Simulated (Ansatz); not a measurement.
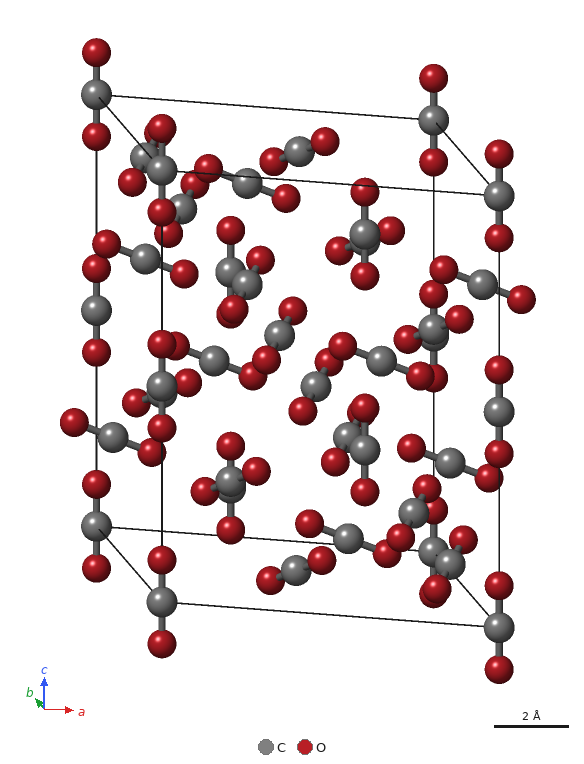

An orthographic ball-and-stick view of the structure, slightly off an axis. The parallelepiped is the conventional unit cell. Finite groups of bonded atoms are drawn whole.

CO₂, space group R-3c (No. 167), a = 9.672 Å, b = 9.672 Å, c = 11.959 Å, α = 90.00°, β = 90.00°, γ = 120.00°. The structure was taken from a structure listed in the Materials Project. Earlier steps of the study may have refined or changed the cell and positions. It was the input of a calculation with Ansatz.

This one geometry was computed with Ansatz (DFT, plane waves, PAW) at four levels of theory: HSE06, r2SCAN, PBE and PBE0.

> Which level gives the highest pressure at this volume, and what does that say about its equilibrium volume?

Highest: PBE (4.9 GPa), which points to the largest equilibrium volume. Lowest, with the smallest volume: HSE06 (-0.2 GPa) and PBE0 (-0.2 GPa). Levels within 0.5 GPa of each other can't be told apart.

> How does the band gap change with the level of theory?

PBE: a gap of 6.76 eV, indirect; r2SCAN: a gap of 7.36 eV, indirect; HSE06: a gap of 8.50 eV, indirect; PBE0: a gap of 9.28 eV, indirect.

> Collect the results in a table.

| level | cutoff (eV) | k-mesh of the run's cell | gap (eV) | pressure (GPa) |
| --- | --- | --- | --- | --- |
| HSE06 | 420 | 2×2×2 | 8.50 | -0.2 |
| r2SCAN | 500 | 4×4×4 | 7.36 | 0.6 |
| PBE | 420 | 4×4×4 | 6.76 | 4.9 |
| PBE0 | 420 | 2×2×2 | 9.28 | -0.2 |

Gaps are taken on the k-mesh or band path of each run.
